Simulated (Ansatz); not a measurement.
# Dielectric response of NaI (001) films, part 4 of 5

How well do thin rocksalt NaI (001) films screen a perpendicular field?

Ansatz 0.2.0; plane-wave DFT, PBE, Ansatz PAW (set soft_1); PAW set soft_1 (the session's first sound run).

So far. Step 17 (Response with the atoms relaxed, 10 atoms, units 5): The induced dipole is that of a conductor 15.16 Å thick. Step 18 (Relaxing the film, 16 atoms, units 8): The gap is 3.66 eV, with the valence edge 5.98 eV and the conduction edge 2.31 eV under the upper vacuum level.

## (19) The series together

Times are for 4 threads of Arm Neoverse V2, shared host. Results by setting:

```tsv
no.	units	gap by band count (eV)	ionisation energy, upper face (eV)	electron affinity, upper face (eV)	time	memory (GiB)
1	3	3.767	6.018	2.251	16 s	0.85
2	5	3.705	6.001	2.296	49 s	1.3
3	8	3.665	5.976	2.312	2.5 min	2.3
```

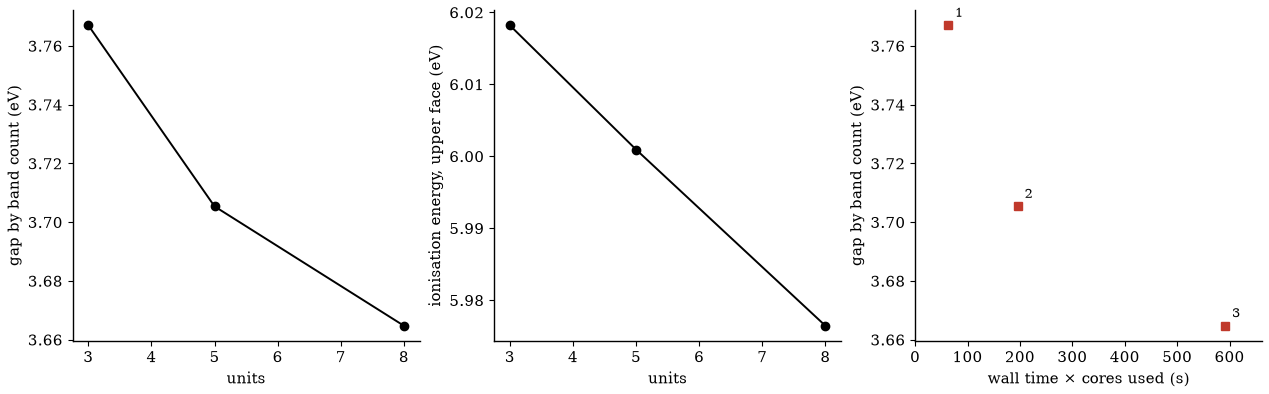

The series as plots; the last panel sets the first result against cost, with the runs numbered as in the table.

The valence density, planar mean (3) oscillates, so the rows of the table below give means over windows of 2 Å about each position, cut where the curve ends. Its maxima inside the range that stand out by 2 % of the span (Å: e/Å³): 9.0: 1.27, 12.2: 1.32, 15.5: 1.27. Its minima: 10.6: 0.0408, 13.9: 0.0408.

The runs together. The valence density, planar mean by z; means over each step:

```tsv
z (Å)	3 (e/Å³)	5 (e/Å³)	8 (e/Å³)
4	6.7e-6	7.8e-6	9.4e-6
6	0.00169	0.00202	0.00242
8	0.328	0.355	0.393
10	0.302	0.275	0.239
12	0.575	0.575	0.578
14	0.108	0.117	0.131
16	0.543	0.534	0.518
18	0.00605	0.455	0.490
20	2.5e-5	0.188	0.157
22	0	0.579	0.582
24	0	0.0358	0.0644
```

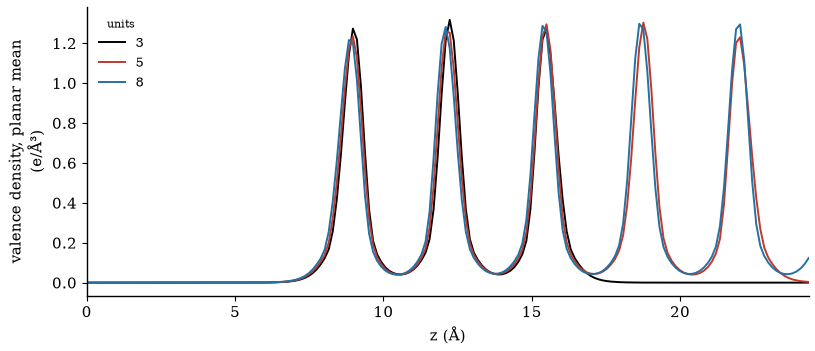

Valence density, planar mean, plotted against z.

## (20) The relaxed film, single point, 16 atoms, units 8

The next thickness, treated alike, so that differences show the interior and the faces cancel.

Input file input.yaml:

```yaml
crystal:
  lattice:
    - [4.57498087, 0.0, 0.0]
    - [0.0, 4.57498087, 0.0]
    - [0.0, 0.0, 40.645]
  atoms:
    - { symbol: Na, position: [0.5, 0.5, 0.2209029071] }
    - { symbol: I, position: [0.0, 0.0, 0.2156642394] }
    - { symbol: Na, position: [0.0, 0.0, 0.2965712991] }
    - { symbol: I, position: [0.5, 0.5, 0.2989449856] }
    - { symbol: Na, position: [0.5, 0.5, 0.3795417038] }
    - { symbol: I, position: [0.0, 0.0, 0.3786507975] }
    - { symbol: Na, position: [0.0, 0.0, 0.4593537217] }
    - { symbol: I, position: [0.5, 0.5, 0.4597861057] }
    - { symbol: Na, position: [0.5, 0.5, 0.5406462936] }
    - { symbol: I, position: [0.0, 0.0, 0.5402138362] }
    - { symbol: Na, position: [0.0, 0.0, 0.6204583123] }
    - { symbol: I, position: [0.5, 0.5, 0.6213491813] }
    - { symbol: Na, position: [0.5, 0.5, 0.7034287133] }
    - { symbol: I, position: [0.0, 0.0, 0.701055026] }
    - { symbol: Na, position: [0.0, 0.0, 0.7790971041] }
    - { symbol: I, position: [0.5, 0.5, 0.7843357734] }
kpoints:
  mp_grid: { grid: [6, 6, 1] }
hamiltonian:
  xc: pbe
  pseudopotentials: { kind: paw, azcp: { folder: soft_1 } }
scf:
  occupations: { method: fixed }
  convergence: { dr2_threshold: 1.0e-09 }
efield:
  axis: 3
  dipole_correction: true
  ramp_position: 0.97
  ramp_width: 0.06
output:
  eigenvalues: true
  dos: { projected: true, e_range: [-7, 7] }
  write_potential: true
  write_density: true
  volumetric_format: npy
checkpoint:
  write: end8.run
  compress: false
  write_wavefunctions: false
```

Command:

```
ansatz run input.yaml --threads 4 --pin off --max-ram 8192MiB --backend cpu --events-out ev --progress --plain --runs-dir out
```

Numbers of over 12 decimals in the logs are rounded to 6 here.

The program printed:

```text
[...]
Crystal: 16 atoms, lattice volume = 850.718 Å³
Basis set: ecut = 420 eV, 16655 PW (Γ)
Bands: 125, of which v1, the nominal top of the filled ones, is band 104 counted from 1 (103 counted from 0)
Symmetry: 8 space group operations
k-points: 10 of 36
[...]
k-point 1: bands = [... 100 lower, -0.3142, -0.2985, -0.2921, -0.2439, 4.0074, 4.0874, 4.3437, 4.6770, ... 17 higher]
  k-point 2: bands = [... 100 lower, -0.4027, -0.3570, -0.3280, -0.3104, 4.8643, 4.8846, 4.9543, 5.0302, ... 17 higher]
  k-point 9: bands = [... 100 lower, -0.9341, -0.9341, -0.6318, -0.6318, 4.3210, 4.3210, 4.5148, 4.5148, ... 17 higher]
[key lines of the parts left out:]
SCF converged after 10 iterations
Free energy (F): -72015.699934 eV
Fermi energy:    -0.227005 eV
Dipole field:    D = 0.000001 V/Å  (p = 0.000004 e·Å, saw-weighted, corrected)
Work function:   Φ+ = 5.9761 eV   Φ− = 5.9761 eV
```

Run time: 50 s. Hardware: 4 threads of Arm Neoverse V2, shared host; peak memory 2.5 GiB.

Running mean over 3.235 Å of the planar mean; the ramp of the sawtooth is left out. Table of electron's electrostatic potential energy less the highest filled level by z:

```tsv
z (Å)	electron's electrostatic potential energy less the highest filled level (eV)
5.0	5.96
7.5	1.99
10.0	0.174
12.5	0.0494
15.0	0.100
17.5	0.186
20.0	0.222
22.5	0.0822
25.0	0.0857
27.5	0.148
30.0	0.0470
32.5	0.393
35.0	5.91
```

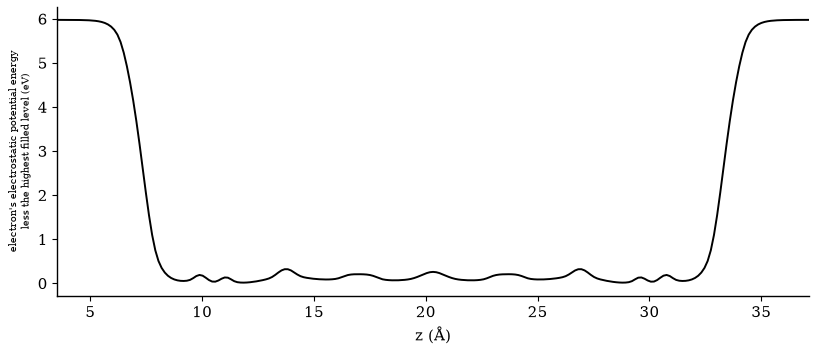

Electron's electrostatic potential energy less the highest filled level against z.

The gap is 3.66 eV, with the valence edge 5.98 eV and the conduction edge 2.31 eV under the upper vacuum level.

## (21) Atoms held, 16 atoms, units 8, field 0.05 V/Å

Changes to input.yaml since step 20:

```diff
@@ -29,3 +29,3 @@
   occupations: { method: fixed }
-  convergence: { dr2_threshold: 1.0e-09 }
+  convergence: { dr2_threshold: 1.0e-10 }
 efield:
@@ -35,5 +35,4 @@
   ramp_width: 0.06
+  amplitude: 0.05
 output:
-  eigenvalues: true
-  dos: { projected: true, e_range: [-7, 7] }
   write_potential: true
@@ -41,5 +40 @@
   volumetric_format: npy
-checkpoint:
-  write: end8.run
-  compress: false
-  write_wavefunctions: false
```

The program printed:

```text
[...]
Crystal: 16 atoms, lattice volume = 850.718 Å³
Basis set: ecut = 420 eV, 16655 PW (Γ)
Bands: 125, of which v1, the nominal top of the filled ones, is band 104 counted from 1 (103 counted from 0)
Symmetry: 8 space group operations
k-points: 10 of 36
[...]
k-point 0: bands = [... 100 lower, -0.2704, -0.2363, -0.1533, -0.1533, 3.3689, 3.6447, 3.9828, 4.3104, ... 17 higher]
  k-point 1: bands = [... 100 lower, -0.3016, -0.2696, -0.2241, -0.1589, 3.8995, 4.1530, 4.3578, 4.6640, ... 17 higher]
  k-point 2: bands = [... 100 lower, -0.3905, -0.3581, -0.2914, -0.1730, 4.7072, 4.8841, 4.9803, 5.0589, ... 17 higher]
  k-point 9: bands = [... 100 lower, -0.9189, -0.8797, -0.8013, -0.4611, 4.2078, 4.3530, 4.5146, 4.5558, ... 17 higher]
[key lines of the parts left out:]
SCF converged after 11 iterations
Free energy (F): -72015.702642 eV
Fermi energy:    -0.153297 eV
Dipole field:    D = 0.023033 V/Å  (p = 0.108286 e·Å, saw-weighted, corrected)
```

Elapsed: 50 s, on 4 threads; peak memory 2.5 GiB.

The dipole is 0.108 e·Å, and the gap on the mesh 3.522 eV.

## (22) Atoms held, 16 atoms, units 8, field -0.05 V/Å

Changes to input.yaml since step 21:

```diff
@@ -35,3 +35,3 @@
   ramp_width: 0.06
-  amplitude: 0.05
+  amplitude: -0.05
 output:
```

The program printed:

```text
[...]
Crystal: 16 atoms, lattice volume = 850.718 Å³
Basis set: ecut = 420 eV, 16655 PW (Γ)
Bands: 125, of which v1, the nominal top of the filled ones, is band 104 counted from 1 (103 counted from 0)
Symmetry: 8 space group operations
k-points: 10 of 36
[...]
k-point 0: bands = [... 100 lower, -0.2704, -0.2363, -0.1533, -0.1533, 3.3689, 3.6447, 3.9828, 4.3104, ... 17 higher]
  k-point 1: bands = [... 100 lower, -0.3016, -0.2696, -0.2241, -0.1589, 3.8995, 4.1530, 4.3578, 4.6640, ... 17 higher]
  k-point 2: bands = [... 100 lower, -0.3905, -0.3581, -0.2914, -0.1730, 4.7072, 4.8841, 4.9803, 5.0589, ... 17 higher]
  k-point 9: bands = [... 100 lower, -0.9189, -0.8797, -0.8013, -0.4611, 4.2078, 4.3530, 4.5146, 4.5559, ... 17 higher]
[key lines of the parts left out:]
SCF converged after 11 iterations
Free energy (F): -72015.702641 eV
Fermi energy:    -0.153287 eV
Dipole field:    D = -0.023032 V/Å  (p = -0.108281 e·Å, saw-weighted, corrected)
```

It took 45 s on 4 threads; peak memory 2.5 GiB; 2.9 min of CPU time.

The dipole is -0.108 e·Å, and the gap on the mesh 3.522 eV.

## (23) Response with the atoms held, 16 atoms, units 8

This step: plane-wave DFT, PBE, Ansatz PAW (set soft_1); response to a field along the normal, atoms held; PAW set soft_1 (Ansatz 0.2.0).

Local field over the applied field, running mean. From the potentials at -0.05 and 0.05 V/Å; running mean over 3.235 Å, taken twice. The local field over applied field by z:

```tsv
z (Å)	local field over applied field
5.0	0.948
7.5	0.556
10.0	0.297
12.5	0.299
15.0	0.297
17.5	0.299
20.0	0.298
22.5	0.299
25.0	0.298
27.5	0.298
30.0	0.294
32.5	0.444
35.0	0.885
```

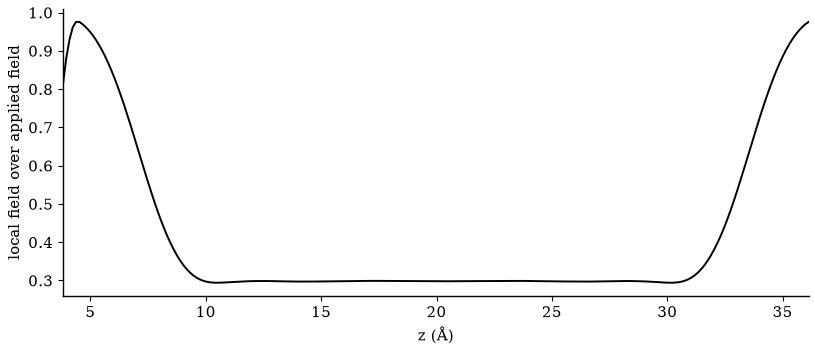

Local field over applied field, plotted against z.

The induced dipole is that of a conductor 18.72 Å thick.

## (24) Relaxing in the field, 16 atoms, units 8, field 0.05 V/Å

This step: plane-wave DFT, PBE, Ansatz PAW (set soft_1); PAW set soft_1 (Ansatz 0.2.0).

The same pair of relaxations in the field for this thickness.

Changes to input.yaml since step 22:

```diff
@@ -35,3 +35,6 @@
   ramp_width: 0.06
-  amplitude: -0.05
+  amplitude: 0.05
+relax:
+  f_tol: 0.0006
+  max_steps: 70
 output:
```

The program printed:

```text
[...]
Crystal: 16 atoms, lattice volume = 850.718 Å³
Basis set: ecut = 420 eV, 16655 PW (Γ), exchange–correlation on 64×64×576 points (8 copies of the dense FFT grid, shifted against one another)
Bands: 125, of which v1, the nominal top of the filled ones, is band 104 counted from 1 (103 counted from 0)
Symmetry: 8 space group operations
k-points: 10 of 36
[...]
- { symbol: Na, position: [0, 0.0, 0.459473] }
    - { symbol: I, position: [0.5, 0.5, 0.459671] }
    - { symbol: Na, position: [0.5, 0.5, 0.540782] }
    - { symbol: I, position: [0, 0.0, 0.540105] }
    - { symbol: Na, position: [0, 0.0, 0.620643] }
    - { symbol: I, position: [0.5, 0.5, 0.621259] }
    - { symbol: Na, position: [0.5, 0.5, 0.703572] }
    - { symbol: I, position: [0, 0.0, 0.701039] }
    - { symbol: Na, position: [0, 0.0, 0.779313] }
    - { symbol: I, position: [0.5, 0.5, 0.784195] }
[key lines of the parts left out:]
SCF converged after 5 iterations
Free energy (F): -72015.703181 eV
Fermi energy:    -0.215817 eV
Dipole field:    D = 0.029361 V/Å  (p = 0.138037 e·Å, saw-weighted, corrected)
```

Run time: 2.1 min. Hardware: 4 threads; peak memory 2.3 GiB.

The relaxation took 5 steps and lowered the energy by 7.5e-4 eV; the largest force on the free atoms ends at 4.6e-5 eV/Å.

The dipole is 0.138 e·Å, and the gap on the mesh 3.640 eV.

## (25) Relaxing in the field, 16 atoms, units 8, field -0.05 V/Å

The opposite sign, again from the field-free geometry; the difference of the two cancels what relaxes without a field.

Changes to input.yaml since step 24:

```diff
@@ -35,3 +35,3 @@
   ramp_width: 0.06
-  amplitude: 0.05
+  amplitude: -0.05
 relax:
```

The program printed:

```text
[...]
Crystal: 16 atoms, lattice volume = 850.718 Å³
Basis set: ecut = 420 eV, 16655 PW (Γ), exchange–correlation on 64×64×576 points (8 copies of the dense FFT grid, shifted against one another)
Bands: 125, of which v1, the nominal top of the filled ones, is band 104 counted from 1 (103 counted from 0)
Symmetry: 8 space group operations
k-points: 10 of 36
[...]
- { symbol: Na, position: [0, 0.0, 0.459217] }
    - { symbol: I, position: [0.5, 0.5, 0.459896] }
    - { symbol: Na, position: [0.5, 0.5, 0.540528] }
    - { symbol: I, position: [0, 0.0, 0.540328] }
    - { symbol: Na, position: [0, 0.0, 0.620380] }
    - { symbol: I, position: [0.5, 0.5, 0.621520] }
    - { symbol: Na, position: [0.5, 0.5, 0.703334] }
    - { symbol: I, position: [0, 0.0, 0.701196] }
    - { symbol: Na, position: [0, 0.0, 0.779022] }
    - { symbol: I, position: [0.5, 0.5, 0.784604] }
[key lines of the parts left out:]
SCF converged after 5 iterations
Free energy (F): -72015.703181 eV
Fermi energy:    -0.215801 eV
Dipole field:    D = -0.029358 V/Å  (p = -0.138022 e·Å, saw-weighted, corrected)
```

Run time: 2.5 min. Hardware: 4 threads; peak memory 2.3 GiB.

The relaxation took 6 steps and lowered the energy by 7.5e-4 eV; the largest force on the free atoms ends at 6.3e-5 eV/Å.

The dipole is -0.138 e·Å, and the gap on the mesh 3.640 eV.

## (26) Response with the atoms relaxed, 16 atoms, units 8

This step: plane-wave DFT, PBE, Ansatz PAW (set soft_1); response to a field along the normal, atoms relaxed; PAW set soft_1 (Ansatz 0.2.0).

Local field over the applied field, running mean. From the potentials at -0.05 and 0.05 V/Å; running mean over 3.235 Å, taken twice. Table of local field over applied field by z:

```tsv
z (Å)	local field over applied field
5.0	0.855
7.5	0.448
10.0	0.0847
12.5	0.0767
15.0	0.153
17.5	0.104
20.0	0.116
22.5	0.0971
25.0	0.128
27.5	0.120
30.0	0.0735
32.5	0.412
35.0	0.804
```

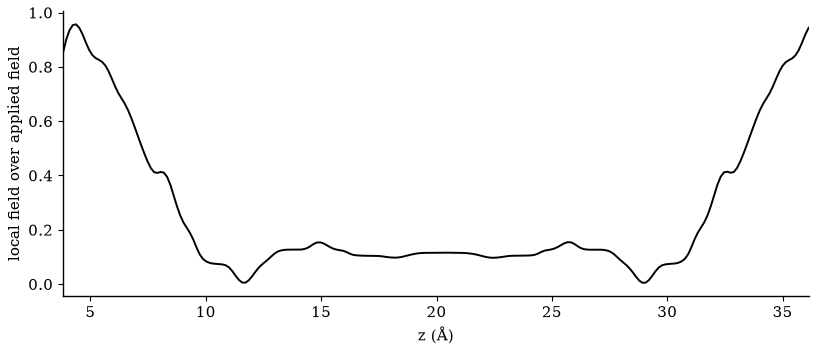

Local field over applied field against z.

The induced dipole is that of a conductor 23.87 Å thick.

## (27) Electronic ε from the series

This step: plane-wave DFT, PBE, Ansatz PAW (set soft_1); permittivity from the thickness series, atoms held; PAW set soft_1 (Ansatz 0.2.0).

Each added layer adds t(1 − 1/ε) to the dipole term, so the slope against thickness gives ε without a choice of where the film ends.

This step gave:

* slope: 0.7003
* intercept of the fit: 2.533 Å
* ε of the interior: 3.337

Equivalent conductor thickness against distance between the outer atoms:

```tsv
distance between the outer atoms (Å)	equivalent conductor thickness (Å)
6.68	7.21
13.27	11.8
23.11	18.7
```

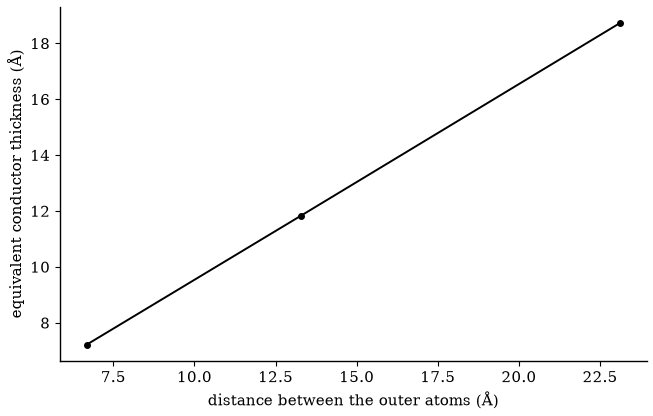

Equivalent conductor thickness against distance between the outer atoms.

By hand, from the thinnest and the thickest film: slope = (18.723 − 7.213) / (23.114 − 6.676) = 0.700, so ε = 1/(1 − 0.700) = 3.34.

## (28) Static ε from the series

This step: plane-wave DFT, PBE, Ansatz PAW (set soft_1); permittivity from the thickness series, atoms relaxed; PAW set soft_1 (Ansatz 0.2.0).

The same fit for the relaxed films. The nearer its slope lies to 1, the more ε hangs on small errors.

Numbers from this step:

```yaml
slope: 0.8777
intercept_of_the_fit: 3.555 Å
eps_of_the_interior: 8.180
```

The equivalent conductor thickness by distance between the outer atoms:

```tsv
distance between the outer atoms (Å)	equivalent conductor thickness (Å)
6.68	9.45
13.27	15.2
23.12	23.9
```

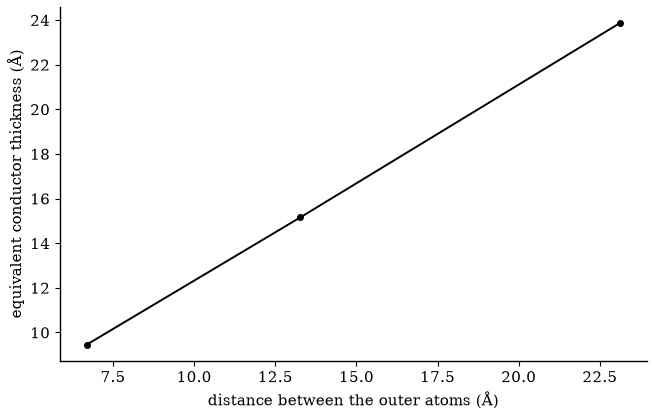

Equivalent conductor thickness against distance between the outer atoms.

By hand, from the thinnest and the thickest film: slope = (23.866 − 9.451) / (23.119 − 6.685) = 0.877, so ε = 1/(1 − 0.877) = 8.14. One nm of such a film has the capacitance of 3.9/8.14 = 0.48 nm of SiO₂ (its equivalent oxide thickness).

## (29) The bulk crystal

This step: plane-wave DFT, PBE, Ansatz PAW (set soft_1); PAW set soft_1 (Ansatz 0.2.0).

System of this step: rocksalt NaI. It takes space group Fm-3m (No. 225, cubic). The conventional cell has a = 6.470 Å, b = 6.470 Å, c = 6.470 Å, α = 90.00°, β = 90.00°, γ = 90.00°. Na has 6 I at 3.23 Å nearest. Nearest to I lie 6 Na at 3.23 Å. Farther neighbours and most contacts between anions are not listed.

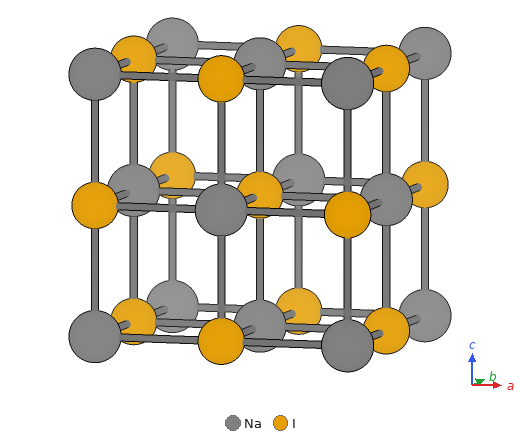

The cell of this step (sodium grey, iodine orange). Some periodic images of atoms are drawn too.

Band edges are better read in the bulk than in a thin slab, where confinement and surface states shift them. The bulk run gives them against its mean potential.

Input file input.yaml:

```yaml
crystal:
  lattice:
    - [0.0, 3.235, 3.235]
    - [3.235, 0.0, 3.235]
    - [3.235, 3.235, 0.0]
  atoms:
    - { symbol: Na, position: [0.0, 0.0, 0.0] }
    - { symbol: I, position: [0.5, 0.5, 0.5] }
kpoints:
  mp_grid: { grid: [8, 8, 8] }
  band_path: { path: [VBM, CBM], npoints: 1 }
hamiltonian:
  xc: pbe
  pseudopotentials: { kind: paw, azcp: { folder: soft_1 } }
scf:
  occupations: { method: fixed }
  convergence: { dr2_threshold: 1.0e-09 }
output:
  eigenvalues: true
checkpoint:
  write: bulk.run
  compress: false
  write_wavefunctions: false
```

The program printed:

```text
[...]
Crystal: 2 atoms, lattice volume = 67.710 Å³
Basis set: ecut = 420 eV, 1363 PW (Γ)
Bands: 17, of which v1, the nominal top of the filled ones, is band 13 counted from 1 (12 counted from 0)
Symmetry: 48 space group operations
[...]
k-points: 29 of 512
[...]
SCF iter   1: F=—  HF=-9003.150544 eV  |F-HF|=—  |Δ(HF+E_count)|=         —  Δρ=6.11e-2  dr2=2.35e0  ethr=3.10e-3  ⟨swp⟩=4.7  Hψ=2304  notcnv=0  defer=50
[...]
SCF iter   8: F=-9001.988947 eV  HF=-9001.988947 eV  |F-HF|=5.09e-11  |Δ(HF+E_count)|=   4.54e-9  Δρ=3.82e-7  dr2=1.15e-10  ethr=3.85e-12  ⟨swp⟩=7.1  Hψ=2445  notcnv=0
SCF 1 converged in 8 iterations: F = -9001.988947 eV  dr2 = 1.15e-10
[...]
SCF converged after 8 iterations
Free energy (F): -9001.988947 eV
[...]
Internal energy: -9001.988947 eV  (E = F + TS)
E sigma→0 (E₀):  -9001.988947 eV
Fermi energy:    3.062185 eV
[...]
--- Band table (eV; the first three rows and the last of 29) ---
  k-point 0: bands = [... 9 lower, -7.9587, 3.0622, 3.0622, 3.0622, 6.7094, 11.0237, 11.0237, 11.0237]
  k-point 1: bands = [... 9 lower, -7.9157, 2.6016, 3.0177, 3.0177, 7.2292, 10.6518, 11.1754, 11.1754]
  k-point 2: bands = [... 9 lower, -7.8082, 1.7708, 2.9153, 2.9153, 7.9961, 10.5832, 11.0574, 11.0574]
  k-point 28: bands = [... 9 lower, -7.5595, 1.6545, 1.6545, 2.1299, 8.8979, 10.5625, 10.5625, 10.9895]
```

Elapsed: 1.2 s, on 4 threads; peak memory 0.3 GiB; 3.7 s of CPU time.

This step gave:

| Item | Value |
| --- | --- |
| gap on the k-mesh | 3.647 eV |
| gap along the path | 3.647 eV |
| smallest direct gap along the path | 3.647 eV |
| gap, the smaller of path and mesh | 3.647 eV |

The gap is 3.65 eV.

(Part 4 of 5 ends here.)

[Logs are printed without paths, hosts, clocks, repeated set-up lines and the standing remarks that a program may print on its own settings, such as how far it seeks lower states.]

[Hosts, paths, dates, database ids (printed as entryN), source tags and the programs' standing remarks are cut or masked in the printed files.]

[Maps of the electrostatic potential energy from Ansatz leave out the sawtooth potential of an applied field or a dipole correction, so their vacuum need not be flat; planar profiles and work functions include it.]
